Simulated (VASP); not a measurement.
## Hf4O7: geometry relaxation (part 2 of 5)

The same run, continued: Hf4O7 (P1, 11 atoms in the cell); Kohn-Sham DFT of a periodic cell, PBE, VASP PAW PBE potentials, recommended, no spin polarisation (VASP 6.6.1); cutoff 600 eV, 4×4×4 k-mesh, Gaussian smearing of 0.05 eV. The structure was built on a prototype by a generator; it need not be a known phase.

Geometry of the input (Å; fractional positions):
```
5.1180  0.0000  0.0000
0.0000  5.1857  0.0000
-0.8587  0.0000  5.2139
Hf 0.2755  0.0397  0.2080
Hf 0.7245  0.5397  0.2920
Hf 0.7245  0.9603  0.7920
Hf 0.2755  0.4603  0.7080
O  0.5513  0.2581  0.0199
O  0.5513  0.2419  0.5199
O  0.4487  0.7419  0.9801
O  0.0742  0.3316  0.3467
O  0.9258  0.8316  0.1533
O  0.9258  0.6684  0.6533
O  0.0742  0.1684  0.8467
```

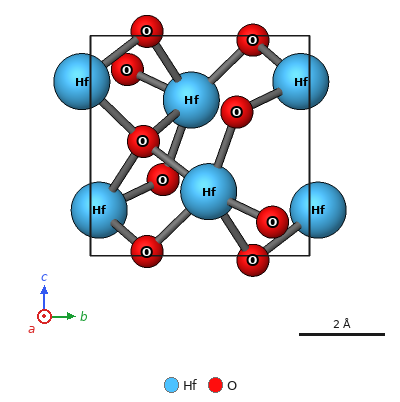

*The structure as given in the input (ball-and-stick view of the cell of the calculation, along the a axis).*

OSZICAR, continued
```
DAV:   5    -0.110796705218E+03   -0.40308E-06   -0.24344E-06  3279   0.787E-03
  21 F= -.11079671E+03 E0= -.11079671E+03  d E =-.104749E-03
       N       E                     dE             d eps       ncg     rms          rms(c)
DAV:   1    -0.110796070026E+03    0.63479E-03   -0.67153E-01  3528   0.399E+00    0.221E-01
DAV:   2    -0.110797011616E+03   -0.94159E-03   -0.12141E-02  4176   0.533E-01    0.124E-01
DAV:   3    -0.110796933088E+03    0.78528E-04   -0.31028E-04  4464   0.824E-02    0.739E-02
DAV:   4    -0.110796894298E+03    0.38790E-04   -0.12123E-04  4184   0.626E-02    0.219E-02
DAV:   5    -0.110796897015E+03   -0.27175E-05   -0.22306E-05  4176   0.228E-02    0.189E-02
DAV:   6    -0.110796897386E+03   -0.37017E-06   -0.13142E-06  2872   0.647E-03
  22 F= -.11079690E+03 E0= -.11079690E+03  d E =-.296917E-03
       N       E                     dE             d eps       ncg     rms          rms(c)
DAV:   1    -0.110793423107E+03    0.34739E-02   -0.26852E+00  3528   0.798E+00    0.441E-01
DAV:   2    -0.110797194458E+03   -0.37714E-02   -0.49114E-02  4176   0.107E+00    0.251E-01
DAV:   3    -0.110796879833E+03    0.31462E-03   -0.12564E-03  4464   0.166E-01    0.150E-01
DAV:   4    -0.110796720387E+03    0.15945E-03   -0.50153E-04  4176   0.128E-01    0.448E-02
DAV:   5    -0.110796730562E+03   -0.10175E-04   -0.92353E-05  4160   0.464E-02    0.388E-02
DAV:   6    -0.110796731429E+03   -0.86678E-06   -0.62363E-06  3720   0.133E-02
  23 F= -.11079673E+03 E0= -.11079673E+03  d E =-.130960E-03
       N       E                     dE             d eps       ncg     rms          rms(c)
DAV:   1    -0.110795409435E+03    0.13211E-02   -0.12331E+00  3528   0.540E+00    0.299E-01
DAV:   2    -0.110797138372E+03   -0.17289E-02   -0.21866E-02  4175   0.717E-01    0.170E-01
DAV:   3    -0.110796994686E+03    0.14369E-03   -0.56504E-04  4472   0.111E-01    0.101E-01
DAV:   4    -0.110796923393E+03    0.71293E-04   -0.20918E-04  4192   0.817E-02    0.288E-02
DAV:   5    -0.110796926242E+03   -0.28495E-05   -0.40784E-05  4264   0.310E-02    0.244E-02
DAV:   6    -0.110796925685E+03    0.55750E-06   -0.21941E-06  3016   0.837E-03
  24 F= -.11079693E+03 E0= -.11079693E+03  d E =-.325216E-03
       N       E                     dE             d eps       ncg     rms          rms(c)
DAV:   1    -0.110796908701E+03    0.17541E-04   -0.11305E-01  3528   0.163E+00    0.121E-01
DAV:   2    -0.110797050618E+03   -0.14192E-03   -0.20507E-03  4176   0.217E-01    0.480E-02
DAV:   3    -0.110797033996E+03    0.16621E-04   -0.58545E-05  4472   0.378E-02    0.252E-02
DAV:   4    -0.110797028135E+03    0.58610E-05   -0.20215E-05  4376   0.251E-02    0.113E-02
DAV:   5    -0.110797028541E+03   -0.40561E-06   -0.29646E-06  3648   0.929E-03
  25 F= -.11079703E+03 E0= -.11079703E+03  d E =-.102856E-03
       N       E                     dE             d eps       ncg     rms          rms(c)
DAV:   1    -0.110796058784E+03    0.96935E-03   -0.10172E+00  3528   0.489E+00    0.361E-01
DAV:   2    -0.110797348725E+03   -0.12899E-02   -0.18731E-02  4176   0.656E-01    0.145E-01
DAV:   3    -0.110797199828E+03    0.14890E-03   -0.53015E-04  4472   0.114E-01    0.767E-02
DAV:   4    -0.110797145491E+03    0.54337E-04   -0.18895E-04  4312   0.769E-02    0.349E-02
DAV:   5    -0.110797148038E+03   -0.25465E-05   -0.28674E-05  4184   0.286E-02    0.296E-02
DAV:   6    -0.110797148909E+03   -0.87116E-06   -0.25335E-06  3256   0.828E-03
  26 F= -.11079715E+03 E0= -.11079715E+03  d E =-.223224E-03
       N       E                     dE             d eps       ncg     rms          rms(c)
DAV:   1    -0.110797094185E+03    0.53852E-04   -0.11151E-01  3528   0.163E+00    0.109E-01
DAV:   2    -0.110797265661E+03   -0.17148E-03   -0.19510E-03  4176   0.215E-01    0.494E-02
DAV:   3    -0.110797252171E+03    0.13490E-04   -0.53192E-05  4464   0.355E-02    0.242E-02
DAV:   4    -0.110797249072E+03    0.30991E-05   -0.14090E-05  4184   0.201E-02    0.775E-03
DAV:   5    -0.110797249109E+03   -0.37629E-07   -0.17378E-06  2944   0.735E-03
  27 F= -.11079725E+03 E0= -.11079725E+03  d E =-.100200E-03
       N       E                     dE             d eps       ncg     rms          rms(c)
DAV:   1    -0.110795979646E+03    0.12694E-02   -0.10022E+00  3528   0.487E+00    0.325E-01
DAV:   2    -0.110797525861E+03   -0.15462E-02   -0.17459E-02  4176   0.642E-01    0.146E-01
DAV:   3    -0.110797407478E+03    0.11838E-03   -0.47427E-04  4464   0.105E-01    0.713E-02
DAV:   4    -0.110797381688E+03    0.25790E-04   -0.12291E-04  4472   0.590E-02    0.232E-02
DAV:   5    -0.110797382793E+03   -0.11048E-05   -0.15656E-05  4176   0.210E-02    0.125E-02
DAV:   6    -0.110797382423E+03    0.36939E-06   -0.10249E-06  2752   0.671E-03
  28 F= -.11079738E+03 E0= -.11079738E+03  d E =-.233514E-03
       N       E                     dE             d eps       ncg     rms          rms(c)
DAV:   1    -0.110797424191E+03   -0.41398E-04   -0.69292E-02  3528   0.129E+00    0.113E-01
DAV:   2    -0.110797502351E+03   -0.78160E-04   -0.13509E-03  4176   0.179E-01    0.466E-02
DAV:   3    -0.110797489825E+03    0.12526E-04   -0.39001E-05  4472   0.325E-02    0.243E-02
DAV:   4    -0.110797485943E+03    0.38822E-05   -0.14224E-05  4368   0.209E-02    0.121E-02
DAV:   5    -0.110797486346E+03   -0.40334E-06   -0.18238E-06  2973   0.719E-03
  29 F= -.11079749E+03 E0= -.11079749E+03  d E =-.103923E-03
       N       E                     dE             d eps       ncg     rms          rms(c)
DAV:   1    -0.110797158275E+03    0.32767E-03   -0.51241E-01  3528   0.351E+00    0.308E-01
DAV:   2    -0.110797733922E+03   -0.57565E-03   -0.10024E-02  4176   0.486E-01    0.127E-01
DAV:   3    -0.110797642089E+03    0.91833E-04   -0.28962E-04  4472   0.888E-02    0.666E-02
DAV:   4    -0.110797612315E+03    0.29773E-04   -0.10556E-04  4366   0.569E-02    0.333E-02
DAV:   5    -0.110797614089E+03   -0.17738E-05   -0.14373E-05  4168   0.195E-02    0.267E-02
DAV:   6    -0.110797614830E+03   -0.74081E-06   -0.73695E-07  2727   0.575E-03
  30 F= -.11079761E+03 E0= -.11079761E+03  d E =-.232407E-03
       N       E                     dE             d eps       ncg     rms          rms(c)
DAV:   1    -0.110797495240E+03    0.11885E-03   -0.16111E-01  3528   0.201E+00    0.127E-01
DAV:   2    -0.110797764941E+03   -0.26970E-03   -0.30262E-03  4176   0.276E-01    0.680E-02
DAV:   3    -0.110797748766E+03    0.16175E-04   -0.82954E-05  4480   0.454E-02    0.402E-02
DAV:   4    -0.110797742602E+03    0.61639E-05   -0.22996E-05  4168   0.261E-02    0.138E-02
DAV:   5    -0.110797742611E+03   -0.81063E-08   -0.49779E-06  3928   0.132E-02
  31 F= -.11079774E+03 E0= -.11079774E+03  d E =-.127781E-03
       N       E                     dE             d eps       ncg     rms          rms(c)
DAV:   1    -0.110797585107E+03    0.15750E-03   -0.12818E-01  3528   0.179E+00    0.113E-01
DAV:   2    -0.110797800967E+03   -0.21586E-03   -0.24121E-03  4176   0.246E-01    0.600E-02
DAV:   3    -0.110797788590E+03    0.12377E-04   -0.64582E-05  4480   0.400E-02    0.359E-02
DAV:   4    -0.110797783801E+03    0.47894E-05   -0.17792E-05  4168   0.229E-02    0.122E-02
DAV:   5    -0.110797783848E+03   -0.46971E-07   -0.38550E-06  3832   0.116E-02
  32 F= -.11079778E+03 E0= -.11079778E+03  d E =-.169018E-03
       N       E                     dE             d eps       ncg     rms          rms(c)
DAV:   1    -0.110797772926E+03    0.10874E-04   -0.41920E-02  3528   0.105E+00    0.102E-01
DAV:   2    -0.110797843786E+03   -0.70859E-04   -0.84778E-04  4176   0.149E-01    0.583E-02
DAV:   3    -0.110797837561E+03    0.62247E-05   -0.24393E-05  4464   0.291E-02    0.288E-02
DAV:   4    -0.110797836408E+03    0.11531E-05   -0.77180E-06  3976   0.149E-02    0.786E-03
DAV:   5    -0.110797836400E+03    0.84365E-08   -0.13617E-06  2423   0.802E-03
  33 F= -.11079784E+03 E0= -.11079784E+03  d E =-.525520E-04
       N       E                     dE             d eps       ncg     rms          rms(c)
DAV:   1    -0.110797820656E+03    0.15752E-04   -0.17033E-02  3528   0.669E-01    0.647E-02
DAV:   2    -0.110797849401E+03   -0.28744E-04   -0.34249E-04  4176   0.946E-02    0.374E-02
DAV:   3    -0.110797846835E+03    0.25659E-05   -0.97918E-06  3888   0.184E-02    0.186E-02
DAV:   4    -0.110797846346E+03    0.48869E-06   -0.29403E-06  3376   0.965E-03
  34 F= -.11079785E+03 E0= -.11079785E+03  d E =-.624985E-04
       N       E                     dE             d eps       ncg     rms          rms(c)
DAV:   1    -0.110797845609E+03    0.12254E-05   -0.34818E-04  3538   0.961E-02    0.934E-03
DAV:   2    -0.110797846172E+03   -0.56316E-06   -0.69145E-06  3947   0.137E-02
  35 F= -.11079785E+03 E0= -.11079785E+03  d E =-.623249E-04
       N       E                     dE             d eps       ncg     rms          rms(c)
DAV:   1    -0.110797846080E+03   -0.47119E-06   -0.13607E-04  3548   0.603E-02    0.461E-03
DAV:   2    -0.110797846345E+03   -0.26408E-06   -0.29421E-06  2814   0.893E-03
  36 F= -.11079785E+03 E0= -.11079785E+03  d E =-.624970E-04
       N       E                     dE             d eps       ncg     rms          rms(c)
DAV:   1    -0.110797854156E+03   -0.80757E-05   -0.67893E-03  3528   0.433E-01    0.448E-02
DAV:   2    -0.110797861931E+03   -0.77744E-05   -0.14775E-04  4175   0.624E-02    0.201E-02
DAV:   3    -0.110797859746E+03    0.21846E-05   -0.44975E-06  3536   0.126E-02    0.112E-02
DAV:   4    -0.110797859125E+03    0.62142E-06   -0.16118E-06  2668   0.771E-03
  37 F= -.11079786E+03 E0= -.11079786E+03  d E =-.127800E-04
       N       E                     dE             d eps       ncg     rms          rms(c)
DAV:   1    -0.110797859666E+03    0.79843E-07   -0.18803E-03  3528   0.228E-01    0.237E-02
DAV:   2    -0.110797861927E+03   -0.22608E-05   -0.41230E-05  4176   0.329E-02    0.106E-02
DAV:   3    -0.110797861351E+03    0.57546E-06   -0.11623E-06  2824   0.679E-03
  38 F= -.11079786E+03 E0= -.11079786E+03  d E =-.150069E-04
       N       E                     dE             d eps       ncg     rms          rms(c)
DAV:   1    -0.110797860784E+03    0.11429E-05   -0.40953E-04  3530   0.106E-01    0.115E-02
DAV:   2    -0.110797861204E+03   -0.41971E-06   -0.89145E-06  4176   0.154E-02
  39 F= -.11079786E+03 E0= -.11079786E+03  d E =-.148592E-04
       N       E                     dE             d eps       ncg     rms          rms(c)
DAV:   1    -0.110797865644E+03   -0.48604E-05   -0.72749E-03  3528   0.445E-01    0.708E-02
DAV:   2    -0.110797868559E+03   -0.29148E-05   -0.16972E-04  4176   0.665E-02    0.236E-02
DAV:   3    -0.110797865532E+03    0.30272E-05   -0.59260E-06  3816   0.148E-02    0.130E-02
DAV:   4    -0.110797864951E+03    0.58073E-06   -0.28957E-06  2894   0.968E-03
  40 F= -.11079786E+03 E0= -.11079786E+03  d E =-.374758E-05
```

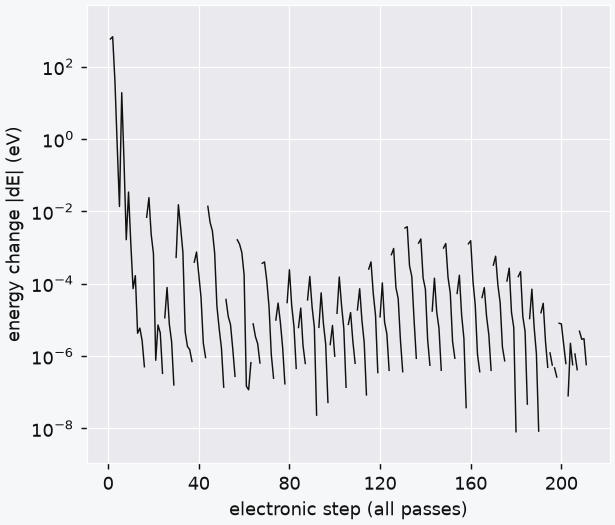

*Convergence of the self-consistent field: energy change |dE| against the electronic step. Each stretch between dotted lines is the SCF of one geometry step of a relaxation.*

The 40 ionic steps take 2 to 16 electronic steps each. The density is held fixed in the first few steps, and dE rises again when its update begins.

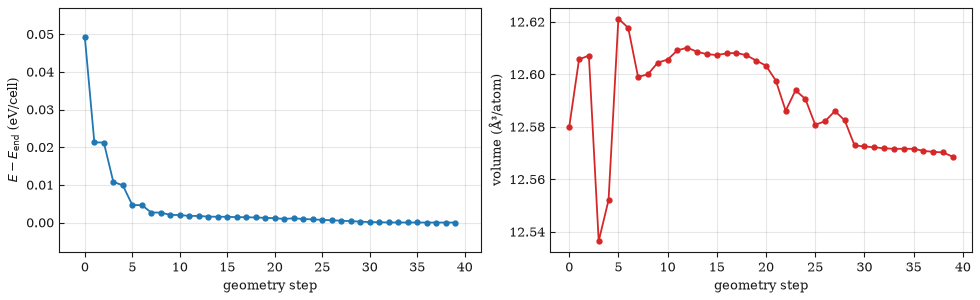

*Progress of the relaxation, step by step (steps are counted from 0).*

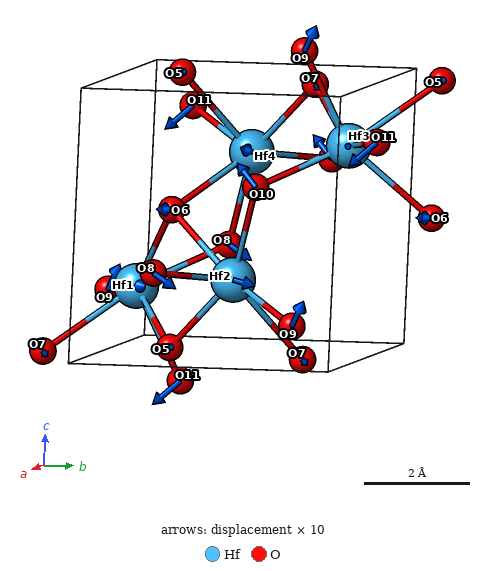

*The starting structure with the displacements (without the part carried along by the change of the cell) as blue arrows, magnified 10 times (ball-and-stick view of the cell of the calculation, with bonded neighbours outside it, seen slightly off an axis).*

The atom that moves furthest relative to the cell is O11 (0.074 Å). By element the largest moves are O 0.074 Å, Hf 0.047 Å. The volume changes by −0.1 %, with a stays at 5.118 Å, b 5.186 → 5.206 Å (+0.4 %), c 5.284 → 5.263 Å (−0.4 %), α 90.0° → 90.5°, β 99.4° → 99.6°. Among the contacts that change: Hf2–O6 2.229 → 2.309 Å, Hf1–O6 2.248 → 2.184 Å, Hf3–O9 2.124 → 2.171 Å, Hf1–O11 2.124 → 2.146 Å. Among the angles that change: O7–Hf4–O8 155.0° → 151.4°, O6–Hf1–O11 131.9° → 135.1°, Hf1–O9–Hf2 144.6° → 147.8°. The space group stays P1 (No. 1). The energy falls by 49.2 meV per cell of the calculation in 39 geometry steps. Largest force component: 0.52 eV/Å at the start, 0.003 eV/Å at the end. (Atoms are counted from 1 in the order of the input.)

Parts of OUTCAR
```
PREC = Accurate
   ENCUT = 600
   EDIFF = 1E-6
   ISMEAR = 0
   LREAL = False
   LASPH = True
   NELM = 60
   ISIF = 3
   GGA = PE
   IBRION = 2
   NSW = 60
   EDIFFG = -0.005

 ion  position               nearest neighbor table
   1  0.276  0.040  0.208-   8 2.03   9 2.07  11 2.12   5 2.17   7 2.23   6 2.25   3 3.31   4 3.43
                             4 3.43   2 3.45   2 3.45   3 3.45   3 3.56
   2  0.724  0.540  0.292-   9 2.03   8 2.07  10 2.12   5 2.14   6 2.23   7 2.25   4 3.31   3 3.43
                             3 3.43   1 3.45   1 3.45   4 3.45   4 3.56
   3  0.724  0.960  0.792-  10 2.03  11 2.07   9 2.12   6 2.14   7 2.17   5 2.23   1 3.31   2 3.43
                             2 3.43   4 3.45   4 3.45   1 3.45   1 3.56
   4  0.276  0.460  0.708-  11 2.03  10 2.07   8 2.12   7 2.14   6 2.17   5 2.25   2 3.31   1 3.43
                             1 3.43   3 3.45   3 3.45   2 3.45   2 3.56
   5  0.551  0.258  0.020-   2 2.14   1 2.17   3 2.23   4 2.25
   6  0.551  0.242  0.520-   3 2.14   4 2.17   2 2.23   1 2.25
   7  0.449  0.742  0.980-   4 2.14   3 2.17   1 2.23   2 2.25
   8  0.074  0.332  0.347-   1 2.03   2 2.07   4 2.12
   9  0.926  0.832  0.153-   2 2.03   1 2.07   3 2.12
  10  0.926  0.668  0.653-   3 2.03   4 2.07   2 2.12
  11  0.074  0.168  0.847-   4 2.03   3 2.07   1 2.12

  LATTYP: Found a simple monoclinic cell.
 ALAT       =     5.1180000000
 B/A-ratio  =     1.0132278234
 C/A-ratio  =     1.0324540836
 COS(beta)  =    -0.1624993963

  Lattice vectors:

 A1 = (   5.1180000000,   0.0000000000,   0.0000000000)
 A2 = (   0.0000000000,   5.1857000000,   0.0000000000)
 A3 = (  -0.8586630598,   0.0000000000,   5.2138671406)

Analysis of symmetry for initial positions (statically):
=====================================================================
 Subroutine PRICEL returns:
 Original cell was already a primitive cell.

 Routine SETGRP: Setting up the symmetry group for a
 simple monoclinic supercell.

 Subroutine GETGRP returns: Found  1 space group operations
 (whereof  1 operations were pure point group operations)
 out of a pool of  4 trial point group operations.

The static configuration has the point symmetry C_1 .

Analysis of symmetry for dynamics (positions and initial velocities):
=====================================================================
 Subroutine PRICEL returns:
 Original cell was already a primitive cell.

 Routine SETGRP: Setting up the symmetry group for a
 simple monoclinic supercell.

 Subroutine GETGRP returns: Found  1 space group operations
 (whereof  1 operations were pure point group operations)
 out of a pool of  4 trial point group operations.

The dynamic configuration has the point symmetry C_1 .

 Subroutine INISYM returns: Found  1 space group operations
 (whereof  1 operations are pure point group operations),
 and found     1 'primitive' translations

----------------------------------------------------------------------------------------

                                     Primitive cell

  volume of cell :     138.3782

  direct lattice vectors                    reciprocal lattice vectors
     5.118000000  0.000000000  0.000000000     0.195388824  0.000000000  0.032178259
     0.000000000  5.185700000  0.000000000     0.000000000  0.192837997  0.000000000
    -0.858663060  0.000000000  5.213867141     0.000000000  0.000000000  0.191796218

  length of vectors
     5.118000000  5.185700000  5.284100000     0.198020789  0.192837997  0.191796218

  position of ions in fractional coordinates (direct lattice)
     0.275500000  0.039700000  0.208000000
     0.724500000  0.539700000  0.292000000
     0.724500000  0.960300000  0.792000000
     0.275500000  0.460300000  0.708000000
     0.551300000  0.258100000  0.019900000
     0.551300000  0.241900000  0.519900000
     0.448700000  0.741900000  0.980100000
     0.074200000  0.331600000  0.346700000
     0.925800000  0.831600000  0.153300000
     0.925800000  0.668400000  0.653300000
     0.074200000  0.168400000  0.846700000

  ion indices of the primitive-cell ions
   primitive index   ion index
                 1           1
                 2           2
                 3           3
                 4           4
                 5           5
                 6           6
                 7           7
                 8           8
                 9           9
                10          10
                11          11

----------------------------------------------------------------------------------------

 KPOINTS: regular mesh

Automatic generation of k-mesh.
 Grid dimensions read from file:
 generate k-points for:    4    4    4

 Generating k-lattice:
```
